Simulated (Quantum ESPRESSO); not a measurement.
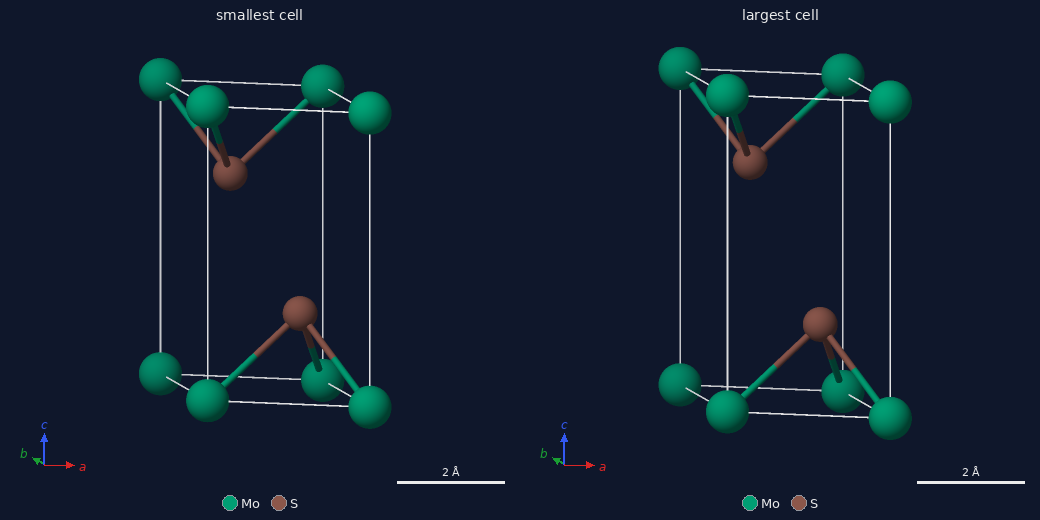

MoS₂, cadmium iodide (CdI₂, 1T) type, space group P-3m1 (No. 164), relaxed (cell and atoms, zero pressure) with four choices of dispersion term on top of PBEsol; the smallest and the largest of the relaxed conventional cells are drawn to one scale (sticks follow a distance rule). The start was a structure listed in the Materials Project. Other forms of this composition are known.

Alike in all runs: Quantum ESPRESSO 7.5; functional PBEsol; potentials GBRV 1.5 PBEsol; cutoff 612 eV; k mesh 9 × 9 × 4 on the run's cell of 3 atoms; occupations fermi-dirac, width 0.05 eV; no spin polarisation; no spin-orbit coupling. All runs are metallic.

```tsv
level	volume (Å³/atom)	a (Å)	c (Å)
D3	16.34	3.153	5.696
none	17.26	3.148	6.033
D3(BJ)	?	?	?
rVV10	15.94	3.137	5.609
```

Question: Fill in the row of D3(BJ).

Answer: Volume 15.96 Å³/atom; a 3.137 Å; c 5.617 Å. That is between rVV10 and D3 in volume.

Question: Order the levels by the relaxed volume, smallest first.

Answer: rVV10 (15.94 Å³/atom), D3(BJ) (15.96 Å³/atom), D3 (16.34 Å³/atom), none (17.26 Å³/atom). Rows within a few tenths of a per cent can't be told apart.

Caveat: the relaxed volumes lie -16 to -9 % from the starting cell; pairwise dispersion terms can overbind metals strongly.
